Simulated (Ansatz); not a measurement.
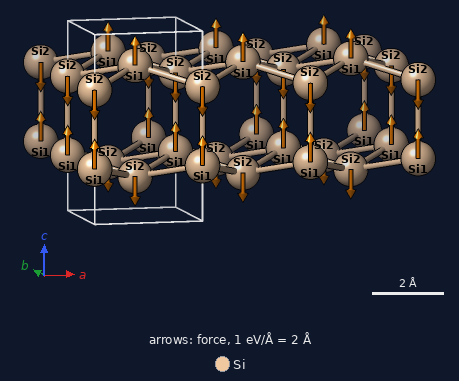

Starting geometry of a crystal of Si (a generated structure, set up in I4/mmm) (coarse preliminary run) with the computed forces as orange arrows. A ball-and-stick model of the conventional cell (2 times the calculation's cell), repeated 3 × 2 × 1 with one cell outlined, seen slightly off an axis. Lengths and directions refer to the drawn axes.

All numbers below come from DFT PBE, scalar-relativistic, plane waves, PAW in Ansatz 0.2.0. Set-up: plane-wave cutoff 420 eV; k-point mesh 8 × 8 × 8; occupations gaussian; smearing width 0.1 eV; no spin polarisation; cell and atoms relaxed; force threshold 0.04 eV/Å; at most 70 steps.

Q: Is this structure relaxed? If not, where do the atoms go?

A: It isn't relaxed: the largest force vector, on Si atoms, is 0.44 eV/Å. The atoms end up moving mostly along the starting forces (cosine between the two patterns 1.00). The largest moves relative to the cell, 0.099 Å, are those of Si1 and Si2. Si2 goes along −c. Cell: a = b 3.173 → 3.378 Å (+6.5 %), c 5.465 → 6.156 Å (+12.6 %). Volume +27.7 %. Some distances before and after: Si1–Si2 2.290 → 2.493 Å, Si1–Si2 (another image) 2.275 → 2.364 Å. Among the angles between lasting bonds that change: Si2–Si1–Si2 156.9° → 146.7°, Si2–Si1–Si2 101.5° → 106.6°, Si2–Si1–Si2 87.7° → 85.3°. The space group stays I4/mmm (No. 139). Over 5 accepted moves (6 points after the start) the energy falls by 371 meV per atom. The largest force component goes from 0.44 to 0.00058 eV/Å. The pressure goes from 36.27 to 0.20 GPa. The SCF was repeated once at an unchanged geometry on a basis and grid sized afresh for the cell, which shifted the energy by 3.1 meV per atom at most.
